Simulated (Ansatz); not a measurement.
# Does disorder add resistance in series? Ag(111) layers with 50 % Ru

Two lengths of the disordered region are known. What area resistance does the third give?

Set-up. Ansatz 0.2.0, plane waves with PAW datasets at their recommended cutoffs (420 eV for most), Fermi-Dirac smearing; ballistic transmission by layer matching. The area resistance is RA = A (h/2e²)(1/T − 1/N), with T the zone-mean transmission per spin and N the lead's channels, both averaged over a few energies near the Fermi level; for magnets each spin is taken apart, with h/e², and the two conduct in parallel. Lateral cell 2x2, PBE, a fresh random draw for each length.

The runs, with one result withheld:

| length (Å) | channels N | RA (fΩ m²) |
| --- | --- | --- |
| 9.44 | 3.266 | 1.68 |
| 18.9 | 3.266 | 3.65 |
| 28.3 | 3.266 | ? |

Worked fit:

Ohm's law makes RA linear in the length: the slope is (3.65 − 1.68)/(18.9 − 9.44) = 0.209 fΩ m² per Å, or 209 µΩ cm. Then 3.65 + 0.209 × 9.44. Predicted: 5.62 fΩ m².

What the run gave:

4.10 fΩ m², so the prediction is 37 % too high. The three lengths together give 128 µΩ cm. Single draws scatter; these runs don't part the causes of the miss, and leave the question open.

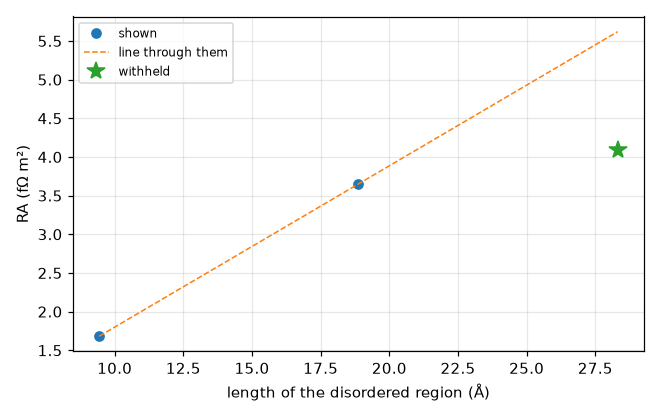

Area resistance against length.

Caveats: The scatterers repeat sideways with the small cell. The slope is a raw one; a model of isotropic scattering puts it 1.00 times the bulk value over these lengths. Atoms sit unrelaxed on the host's lattice, and the pair may not mix at random in practice.
